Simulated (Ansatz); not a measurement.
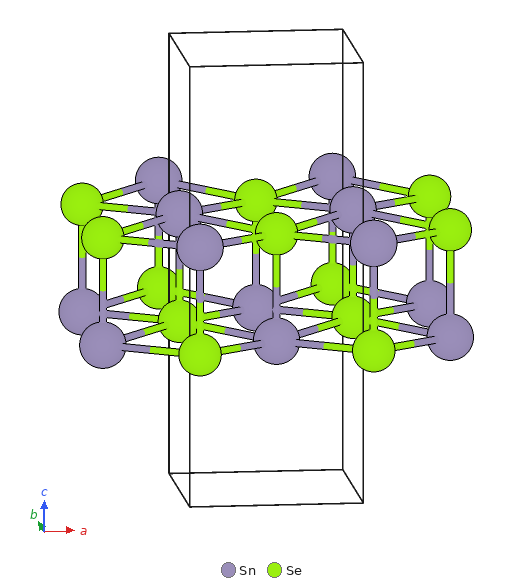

Crystal structure, ball-and-stick style, seen from the side at a slight tilt. The lines enclose the simulation cell; boundary atoms appear with their images. The bonded neighbours beyond the faces are included.

SnSe, a = 4.29 Å, b = 4.29 Å, c = 10.99 Å, α = 90.00°, β = 90.00°, γ = 90.00°.

All computed values are from DFT PBEsol, scalar-relativistic, plane waves, PAW (Ansatz 0.2.0). Settings: an energy cutoff of 420 eV, an 8×8×4 mesh of k-points, Gaussian smearing of 0.05 eV, no spin polarisation.

### Metal or not?

A semiconductor at this level, with a gap of 0.98 eV on the k-mesh (the true edges may lie between mesh points, so the gap can be somewhat smaller).

The model was built from a structure listed in the Materials Project. Earlier steps of the study may have refined or changed the cell and positions. An electronic-structure calculation with Ansatz was run on it.
